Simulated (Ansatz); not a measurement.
## Mo16H: molecular dynamics (part 2 of 2)

The same run, continued: Mo16H (defect cell, 17 atoms in the cell); DFT PBE, scalar-relativistic, plane waves, PAW, no spin polarisation (Ansatz 0.2.0); cutoff 420 eV, 2×2×2 k-mesh, Fermi–Dirac smearing of 0.15 eV. It belongs to a series of runs on one base structure; here: dynamics from the last frame of the run before.

Geometry of the input (Å; fractional positions):
```
6.3000  0.0000  0.0000
0.0000  6.3000  0.0000
0.0000  0.0000  6.3000
Mo -0.0104  -0.0236  0.0216
Mo 0.4952  -0.0191  -0.0183
Mo 0.0001  0.4969  -0.0002
Mo -0.0187  0.0028  0.4600
Mo 0.2569  0.2409  0.1977
Mo 0.4892  0.5171  0.0119
Mo 0.5124  -0.0080  0.5141
Mo 0.7657  0.2469  0.2576
Mo 0.0088  0.5029  0.5011
Mo 0.2531  0.7514  0.2710
Mo 0.2533  0.2666  0.7400
Mo 0.4889  0.5138  0.5118
Mo 0.7531  0.7577  0.2473
Mo 0.7405  0.2596  0.7358
Mo 0.2471  0.7390  0.7545
Mo 0.7565  0.7501  0.7885
H  0.0124  1.0459  0.7484
```

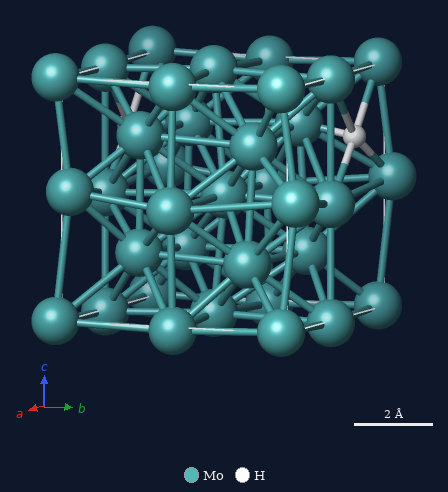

The geometry at step 116 of the log (ball-and-stick view of the cell of the calculation, seen slightly off an axis).

## The program's output, continued
```
md step    96: t =    72.00 fs  T =  1600.1 K  F+E_penalty+E_count = -79308.66389188 eV  E_kin = 3.516076 eV  (5 SCF iters)
md step    97: t =    72.75 fs  T =  1566.2 K  F+E_penalty+E_count = -79308.68992035 eV  E_kin = 3.441538 eV  (5 SCF iters)
md step    98: t =    73.50 fs  T =  1613.4 K  F+E_penalty+E_count = -79308.71118524 eV  E_kin = 3.545278 eV  (5 SCF iters)
md step    99: t =    74.25 fs  T =  1641.7 K  F+E_penalty+E_count = -79308.74768422 eV  E_kin = 3.607473 eV  (5 SCF iters)
md step   100: t =    75.00 fs  T =  1780.5 K  F+E_penalty+E_count = -79308.80968144 eV  E_kin = 3.912540 eV  (6 SCF iters)
md step   101: t =    75.75 fs  T =  1751.2 K  F+E_penalty+E_count = -79308.88306838 eV  E_kin = 3.848032 eV  (5 SCF iters)
md step   102: t =    76.50 fs  T =  1647.2 K  F+E_penalty+E_count = -79308.94959987 eV  E_kin = 3.619507 eV  (5 SCF iters)
md step   103: t =    77.25 fs  T =  1663.5 K  F+E_penalty+E_count = -79309.01492281 eV  E_kin = 3.655389 eV  (5 SCF iters)
md step   104: t =    78.00 fs  T =  1658.3 K  F+E_penalty+E_count = -79309.06347334 eV  E_kin = 3.643953 eV  (5 SCF iters)
md step   105: t =    78.75 fs  T =  1796.0 K  F+E_penalty+E_count = -79309.09209500 eV  E_kin = 3.946603 eV  (5 SCF iters)
md step   106: t =    79.50 fs  T =  1770.6 K  F+E_penalty+E_count = -79309.09863847 eV  E_kin = 3.890744 eV  (5 SCF iters)
md step   107: t =    80.25 fs  T =  1867.6 K  F+E_penalty+E_count = -79309.08264156 eV  E_kin = 4.103865 eV  (5 SCF iters)
md step   108: t =    81.00 fs  T =  1935.7 K  F+E_penalty+E_count = -79309.05639875 eV  E_kin = 4.253486 eV  (5 SCF iters)
md step   109: t =    81.75 fs  T =  2155.7 K  F+E_penalty+E_count = -79309.04867839 eV  E_kin = 4.736934 eV  (5 SCF iters)
md step   110: t =    82.50 fs  T =  2154.8 K  F+E_penalty+E_count = -79309.07046870 eV  E_kin = 4.735002 eV  (6 SCF iters)
md step   111: t =    83.25 fs  T =  2198.3 K  F+E_penalty+E_count = -79309.09805941 eV  E_kin = 4.830498 eV  (5 SCF iters)
md step   112: t =    84.00 fs  T =  2245.9 K  F+E_penalty+E_count = -79309.10363491 eV  E_kin = 4.935132 eV  (5 SCF iters)
md step   113: t =    84.75 fs  T =  2144.3 K  F+E_penalty+E_count = -79309.07915349 eV  E_kin = 4.711912 eV  (5 SCF iters)
md step   114: t =    85.50 fs  T =  2133.8 K  F+E_penalty+E_count = -79309.02537143 eV  E_kin = 4.688873 eV  (5 SCF iters)
md step   115: t =    86.25 fs  T =  2141.8 K  F+E_penalty+E_count = -79308.96993291 eV  E_kin = 4.706520 eV  (5 SCF iters)
md step   116: t =    87.00 fs  T =  2314.2 K  F+E_penalty+E_count = -79308.96263143 eV  E_kin = 5.085220 eV  (5 SCF iters)
md step   117: t =    87.75 fs  T =  2307.2 K  F+E_penalty+E_count = -79309.04304972 eV  E_kin = 5.069983 eV  (5 SCF iters)
md step   118: t =    88.50 fs  T =  2356.9 K  F+E_penalty+E_count = -79309.19419639 eV  E_kin = 5.179134 eV  (5 SCF iters)
md step   119: t =    89.25 fs  T =  2255.5 K  F+E_penalty+E_count = -79309.33089838 eV  E_kin = 4.956276 eV  (5 SCF iters)
md step   120: t =    90.00 fs  T =  2196.5 K  F+E_penalty+E_count = -79309.41393589 eV  E_kin = 4.826556 eV  (6 SCF iters)
md step   121: t =    90.75 fs  T =  2505.2 K  F+E_penalty+E_count = -79309.46857352 eV  E_kin = 5.504970 eV  (5 SCF iters)
md step   122: t =    91.50 fs  T =  2630.0 K  F+E_penalty+E_count = -79309.52007052 eV  E_kin = 5.779264 eV  (5 SCF iters)
md step   123: t =    92.25 fs  T =  2630.6 K  F+E_penalty+E_count = -79309.54596302 eV  E_kin = 5.780581 eV  (5 SCF iters)
md step   124: t =    93.00 fs  T =  2478.1 K  F+E_penalty+E_count = -79309.51167087 eV  E_kin = 5.445429 eV  (5 SCF iters)
md step   125: t =    93.75 fs  T =  2550.7 K  F+E_penalty+E_count = -79309.39094806 eV  E_kin = 5.604928 eV  (5 SCF iters)
md step   126: t =    94.50 fs  T =  2551.7 K  F+E_penalty+E_count = -79309.19219359 eV  E_kin = 5.607183 eV  (5 SCF iters)
md step   127: t =    95.25 fs  T =  2438.7 K  F+E_penalty+E_count = -79308.98383607 eV  E_kin = 5.358785 eV  (5 SCF iters)
SCF 300 converged in 5 iterations: F = -79308.733048 eV  dr2 = 1.08e-9
md step   299: t =   224.25 fs  T =  1316.9 K  F+E_penalty+E_count = -79308.73304762 eV  E_kin = 2.893826 eV  (5 SCF iters)
iter 1 solved again at ethr=1.01e-5 eV; its pass at ethr=3.10e-3 eV (dr2=2.27e-2 eV) is discarded
SCF iter   1: F=—  HF=-79308.690954 eV  |F-HF|=—  |Δ(HF+E_count)|=         —  Δρ=2.56e-3  dr2=2.31e-2  ethr=1.01e-5  ⟨swp⟩=1.2  Hψ=4304  notcnv=0
preconditioner: auto → Kerker (q_TF=auto, 2.681 Å⁻¹)  [metal: Δε(μ)=0.065 eV  Ē_g=4.487 eV  σ=0.150 eV  W_gap=0.11  n_scr=80 (ndim 8)  ℏωp=23.1 eV  f_vac=0.000  D(μ)=10.66/eV (n_scr^D=80)]
SCF iter   2: F=—  HF=-79308.688516 eV  |F-HF|=—  |Δ(HF+E_count)|=   2.44e-3  Δρ=1.48e-3  dr2=7.19e-3  ethr=1.01e-5  ⟨swp⟩=2.0  Hψ=1112  notcnv=0
SCF iter   3: F=—  HF=-79308.687190 eV  |F-HF|=—  |Δ(HF+E_count)|=   1.33e-3  Δρ=1.65e-4  dr2=5.91e-5  ethr=3.20e-6  ⟨swp⟩=2.0  Hψ=1492  notcnv=0
SCF iter   4: F=—  HF=-79308.687186 eV  |F-HF|=—  |Δ(HF+E_count)|=   4.02e-6  Δρ=2.61e-5  dr2=1.56e-6  ethr=2.63e-8  ⟨swp⟩=2.0  Hψ=1671  notcnv=0
SCF iter   5: F=—  HF=-79308.686938 eV  |F-HF|=—  |Δ(HF+E_count)|=   2.48e-4  Δρ=5.03e-6  dr2=7.18e-8  ethr=6.93e-10  ⟨swp⟩=2.0  Hψ=1563  notcnv=0
SCF iter   6: F=-79308.686938 eV  HF=-79308.686938 eV  |F-HF|=1.44e-9  |Δ(HF+E_count)|=   4.92e-9  Δρ=9.56e-7  dr2=2.82e-9  ethr=7.56e-12  ⟨swp⟩=4.0  Hψ=3357  notcnv=0
SCF 301 converged in 6 iterations: F = -79308.686938 eV  dr2 = 2.82e-9
md step   300: t =   225.00 fs  T =  1126.0 K  F+E_penalty+E_count = -79308.68693771 eV  E_kin = 2.474344 eV  (6 SCF iters)
```

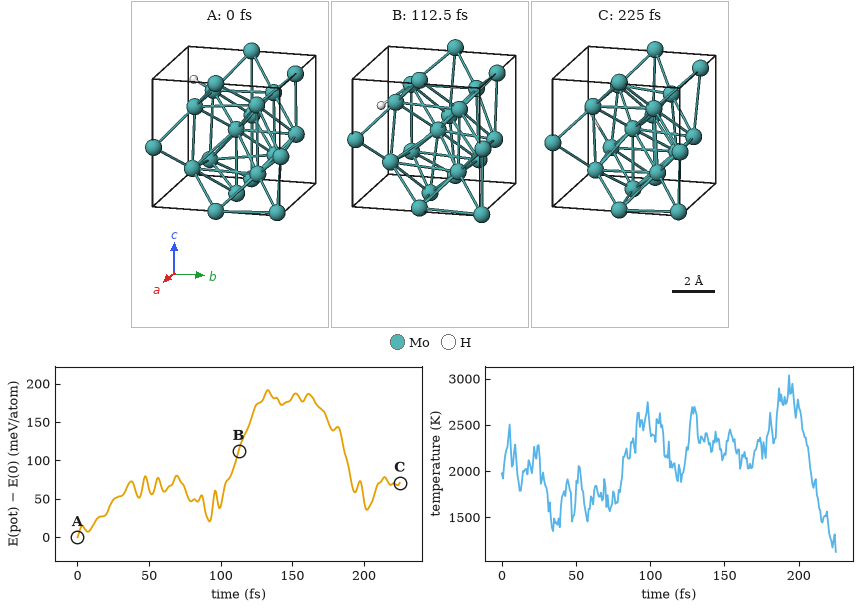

Frames of the molecular dynamics (ball-and-stick, simulation cell, seen slightly off an axis) above the curves, on which the letters mark them. The trajectory kept here has 301 frames over 225 fs. The temperature starts at 1976 K, ranges from 1126 to 3037 K and averages 2227 K over the second half. The potential energy ends 70.8 meV/atom above its first value. With the common drift removed, the root-mean-square displacement is 0.57 Å, and H17 has moved furthest (2.01 Å).

```
SCF converged after 6 iterations
Free energy (F): -79308.686938 eV
Harris-Foulkes:  -79308.686938 eV  (|F-HF|=1.44e-9)
Internal energy: -79307.881498 eV  (E = F + TS)
E sigma→0 (E₀):  -79308.284218 eV
Entropy (-TS):   -0.805440 eV (-47.379 meV/atom)
Fermi energy:    21.048932 eV
--- Per-component energies (eV) ---
  E_band       = -842.567704
  E_kinetic    = 7100.903628
  E_local      = -12905.869864  (includes V_loc(G=0)·N_el)
  E_nonlocal   = 2296.479708
  E_hartree    = 4332.535616
  E_xc         = -2953.631112
  E_vxc        = -3687.831346  (∫ρ·V_xc dr)
  E_paw        = -51226.049071  (= ΣΔE_a)
  E_vpaw       = -2311.320231  (= ΣTr[D̂ρ^β])
  E_aug_tail   = -0.000496  (compensation charges beyond the density's cutoff)
  E_ewald      = -25952.249907
  E_smearing   = -0.805440  (= −TS)
  E_closure    = -0.000000  (closes the sum)
  Σ components = -79308.686938   (vs F -79308.686938, Δ=0.00e0)
--- Forces (eV/Å), atoms counted from 1 ---
  atom   1  Mo    -1.17749162     0.82057740    -2.14531456
  atom   2  Mo     2.55119464    -0.58863621    -0.86854473
  atom   3  Mo    -0.17612983    -0.86363960     0.49868265
  atom   4  Mo     0.49291963    -0.10828881     2.06827273
  atom   5  Mo    -1.77200292    -0.07399574    -1.61947469
  atom   6  Mo     0.40703947     1.63715729    -2.16337379
  atom   7  Mo    -1.33888940     1.02904794     0.91491862
  atom   8  Mo     1.00346721    -1.60648961     1.09641340
  atom   9  Mo     1.35553617     0.35009780     1.22992648
  atom  10  Mo     1.10950111    -0.99458947    -1.99714667
  atom  11  Mo     2.03010285    -2.16747906     0.42202206
  atom  12  Mo     0.95819582     0.34083180     0.06925686
  atom  13  Mo    -0.39045712    -0.39766730    -0.70316060
  atom  14  Mo    -1.14481110    -0.90325095     1.61162406
  atom  15  Mo    -3.54694654     1.56375961     0.88999295
  atom  16  Mo     0.84415936     1.94209893     0.73746388
  atom  17  H     -1.20539317     0.02046469    -0.04155852
  max |Σ_I F_I| component: 5.46e-6 eV/Å
--- MD trajectory: 300 steps, t = 0.0 → 225.0 fs ---
  final state: T = 1126.0 K   F+E_penalty+E_count = -79308.68693771 eV   E_kin = 2.474344 eV
```

## Trajectory as extended XYZ (Å, eV, eV/Å), 6 of the 301 frames kept, from step=0 to step=300
```
17
Lattice="6.3000 0.0000 0.0000 0.0000 6.3000 0.0000 0.0000 0.0000 6.3000" Properties=species:S:1:pos:R:3:forces:R:3 step=0 time_fs=0.0 energy=-79309.89069 temperature=1976.5
Mo   -0.0652   -0.1486    0.1358    1.0398   1.5642  -1.9454
Mo    3.1197   -0.1205   -0.1153   -0.0720   2.1229   1.6672
Mo    0.0004    3.1307   -0.0010   -0.3141  -0.5733   0.2162
Mo   -0.1178    0.0180    2.8977    2.1802  -0.1514   3.5044
Mo    1.6183    1.5179    1.2456    0.4229   0.3805   3.2842
Mo    3.0818    3.2576    0.0747    1.2268  -1.8037  -0.3143
Mo    3.2283   -0.0503    3.2386   -1.3409   0.9708  -1.2255
Mo    4.8240    1.5553    1.6231   -2.2536   1.5656  -1.3244
Mo    0.0554    3.1685    3.1567   -1.0944  -0.0814  -0.1657
Mo    1.5944    4.7341    1.7076    0.2386  -0.3008  -1.1560
Mo    1.5960    1.6793    4.6623   -0.5537  -1.8279  -0.4065
Mo    3.0803    3.2371    3.2245    1.3839  -1.1938  -1.0678
Mo    4.7447    4.7733    1.5579   -1.1169  -1.9706   1.7489
Mo    4.6653    1.6355    4.6353    0.7704  -0.3097   1.3863
Mo    1.5565    4.6560    4.7534   -0.4121   1.5973  -0.2360
Mo    4.7657    4.7254    4.9673   -0.2988  -0.5996  -3.4868
H     0.0779    6.5889    4.7151    0.1940   0.6109  -0.4786
17
Lattice="6.3000 0.0000 0.0000 0.0000 6.3000 0.0000 0.0000 0.0000 6.3000" Properties=species:S:1:pos:R:3:forces:R:3 step=60 time_fs=45.0 energy=-79308.85536 temperature=1865.0
Mo   -0.0417   -0.1617    0.1108    0.4968   1.0520  -0.7206
Mo    3.2253   -0.0681   -0.1429   -1.3165  -0.5435   2.2636
Mo   -0.1988    2.9994   -0.1293    1.8374   1.2089   1.1798
Mo   -0.1042    0.1687    3.2439    0.4307  -1.1338  -1.5687
Mo    1.4792    1.6460    1.3899   -1.2138  -2.0060   1.9847
Mo    2.9559    3.0247    0.1324    1.2987   2.5976  -1.7880
Mo    3.0593    0.0474    3.2981    1.0132  -1.0589  -2.8347
Mo    4.4200    1.6842    1.4861    3.1160  -2.6909   1.3968
Mo   -0.0793    3.2560    3.0770    1.0596  -1.8223   0.0284
Mo    1.5997    4.7125    1.7896    0.0012   0.8429  -2.2650
Mo    1.6516    1.6599    4.5302   -2.4969  -1.2712   2.2952
Mo    3.1509    3.0995    3.2494   -0.0459   1.4107  -2.0409
Mo    4.8539    4.6142    1.5089   -2.3771   1.6898   0.1851
Mo    4.6369    1.6255    4.7260    0.8719  -1.5254  -0.4446
Mo    1.6648    4.5251    4.7375   -0.3522   0.0864   0.7355
Mo    4.8283    4.6468    4.5879   -1.5162   1.2036   1.6487
H     1.0279    6.0607    4.8784   -0.8068   1.9602  -0.0551
17
Lattice="6.3000 0.0000 0.0000 0.0000 6.3000 0.0000 0.0000 0.0000 6.3000" Properties=species:S:1:pos:R:3:forces:R:3 step=120 time_fs=90.0 energy=-79309.41394 temperature=2196.5
Mo    0.0459   -0.1421    0.0162   -1.5970   0.1379  -0.0565
Mo    3.2689   -0.0953   -0.0782   -0.6638  -0.8825   0.1096
Mo   -0.2274    3.0133   -0.0913    2.1379   0.6722   0.8423
Mo   -0.1279    0.1620    3.3218    1.0836  -3.9106  -2.2991
Mo    1.4330    1.3896    1.4652    1.0329   2.1417   1.0846
Mo    3.0243    2.8231   -0.0090    0.7117   2.5260   0.2244
Mo    3.0940   -0.1864    2.9578    0.4163   1.9957   2.0669
Mo    4.6417    1.4242    1.6911    0.0537   0.4009  -2.2266
Mo   -0.1001    2.9613    2.9910    1.2654   2.4520   0.9756
Mo    1.6435    4.8409    1.5300   -1.5349  -3.4520   0.0287
Mo    1.5762    1.5309    4.7253   -0.1491   2.2229  -0.0368
Mo    3.1057    3.1885    3.0869   -0.8386  -1.9297   0.2305
Mo    4.7437    4.5324    1.5194   -0.0531   1.0743  -0.5832
Mo    4.7366    1.5319    4.7158   -1.8074  -0.2740   0.3529
Mo    1.5847    4.6240    4.8401   -0.5007  -2.1410  -0.7592
Mo    4.7005    4.6762    4.5831    0.1903  -0.4414   1.3216
H     1.6547    6.2305    4.3307    0.2528  -0.5923  -1.2757
17
Lattice="6.3000 0.0000 0.0000 0.0000 6.3000 0.0000 0.0000 0.0000 6.3000" Properties=species:S:1:pos:R:3:forces:R:3 step=180 time_fs=135.0 energy=-79306.73195 temperature=2359.9
Mo   -0.0663    0.0229   -0.1765   -1.1008  -0.9176   1.0474
Mo    3.1033   -0.1843   -0.1525    0.5903  -0.0911   0.7335
Mo   -0.1371    3.2304    0.0719   -1.4018  -2.5730  -2.1906
Mo   -0.1825   -0.3117    3.0910    2.2809   0.6923   0.4125
Mo    1.3843    1.4090    1.6218    1.5287  -0.2344   0.0616
Mo    2.8973    2.8020   -0.0123    3.1265   2.5673   0.9315
Mo    3.3480   -0.1883    2.9023   -4.3243   0.1756   2.3592
Mo    4.8297    1.2901    1.8782   -1.3222   3.3344  -4.2704
Mo    0.0055    3.0334    3.0430   -1.2551   0.0526   1.2798
Mo    1.5127    4.6257    1.1533   -0.7292   0.3445   4.1866
Mo    1.7048    1.3364    4.9298   -3.9162   0.4298  -4.2696
Mo    2.8945    3.0893    3.0989    1.6228  -0.7875  -0.0229
Mo    4.4593    4.6536    1.4420    2.3030  -2.6057  -0.7728
Mo    4.5231    1.4965    4.7396    2.0518   0.5480   0.1591
Mo    1.3741    4.5219    4.7038    0.9773   0.3241  -1.4826
Mo    4.5579    4.6335    4.5663    0.4113  -1.6571   1.4531
H     1.6254    6.2281    3.1880   -0.8428   0.3978   0.3847
17
Lattice="6.3000 0.0000 0.0000 0.0000 6.3000 0.0000 0.0000 0.0000 6.3000" Properties=species:S:1:pos:R:3:forces:R:3 step=240 time_fs=180.0 energy=-79307.49187 temperature=2447.4
Mo   -0.0953    0.0130   -0.0994   -1.9179  -1.9981   0.4670
Mo    2.7794   -0.1719   -0.1261    2.6858   0.2733  -0.0701
Mo   -0.1379    3.1578   -0.1914   -0.1392  -1.8995   1.5646
Mo   -0.2353   -0.4562    2.9845   -0.1494   2.5271  -0.1717
Mo    1.3530    1.3202    1.6281    0.8880  -0.0306  -1.1565
Mo    2.9935    2.9593   -0.0417    0.4985  -1.4283  -1.2865
Mo    3.1662   -0.1124    3.1358   -1.1070  -0.8782  -0.6560
Mo    4.6488    1.3542    1.5833   -0.7499   0.9021  -1.1825
Mo    0.0823    3.2312    2.9838   -4.5537  -4.2488  -0.8853
Mo    1.6082    4.3824    1.3867   -2.2224   2.8059  -0.2211
Mo    1.2937    1.4525    4.8740    1.8364   0.3516  -1.3036
Mo    2.8507    2.9039    3.0459    3.7652  -0.1429   0.0531
Mo    4.4123    4.5244    1.1720    1.9859   0.5556   2.7786
Mo    4.6204    1.4535    4.5493   -0.5663  -0.2481   0.8807
Mo    1.4503    4.4538    4.3905    1.5035   2.4495   3.8134
Mo    4.7012    4.4454    4.6621   -2.2312   1.6571  -1.2211
H     1.1487    6.8913    3.4250    0.4736  -0.6478  -1.4029
17
Lattice="6.3000 0.0000 0.0000 0.0000 6.3000 0.0000 0.0000 0.0000 6.3000" Properties=species:S:1:pos:R:3:forces:R:3 step=300 time_fs=225.0 energy=-79308.68694 temperature=1126.0
Mo   -0.0998   -0.2580   -0.0578   -1.1775   0.8206  -2.1453
Mo    2.7524   -0.1376   -0.1443    2.5512  -0.5886  -0.8685
Mo   -0.2144    3.0816   -0.2100   -0.1761  -0.8636   0.4987
Mo   -0.1883   -0.2009    2.8766    0.4929  -0.1083   2.0683
Mo    1.4820    1.3832    1.5689   -1.7720  -0.0740  -1.6195
Mo    2.9140    2.8664    0.0105    0.4070   1.6372  -2.1634
Mo    3.2522   -0.3345    2.8898   -1.3389   1.0290   0.9149
Mo    4.5000    1.4640    1.2357    1.0035  -1.6065   1.0964
Mo   -0.3231    2.9421    2.8229    1.3555   0.3501   1.2299
Mo    1.3125    4.5756    1.5685    1.1095  -0.9946  -1.9971
Mo    1.1581    1.6482    4.5942    2.0301  -2.1675   0.4220
Mo    2.9399    2.8629    2.9789    0.9582   0.3408   0.0693
Mo    4.5671    4.5531    1.3461   -0.3905  -0.3977  -0.7032
Mo    4.6289    1.3688    4.4034   -1.1448  -0.9033   1.6116
Mo    1.7432    4.4299    4.4993   -3.5469   1.5638   0.8900
Mo    4.5513    4.3624    4.4949    0.8442   1.9421   0.7375
H     1.7083    6.6362    3.4154   -1.2054   0.0205  -0.0416
```

## Results in brief

- outcome: finished
- mean temperature over the second half: 2227 K
- trajectory: 300 steps, 225 fs
- ensemble: nvt_langevin
- temperature in the input: 2100.0 K
- time step: 0.75 fs
- electrons treated: 225
- potential energy (free energy of the electrons) (last step): −79308.6869 eV
- Fermi energy (last step): 21.049 eV
- largest force (length of the vector) (last step): 3.977 eV/Å
- hardware: 2 threads of AMD EPYC (Zen 3), 24 GiB of memory available, shared host
- wall time: 23 min (CPU time 44 min)
- peak memory: 1 GiB

## Remarks

The input asks for low accuracy. The k-point mesh is coarse for a cell of this size, so the results may not be converged. So short a trajectory is not equilibrated. The logged temperature at the start can lie below the typed one, since it is counted over all degrees of freedom.
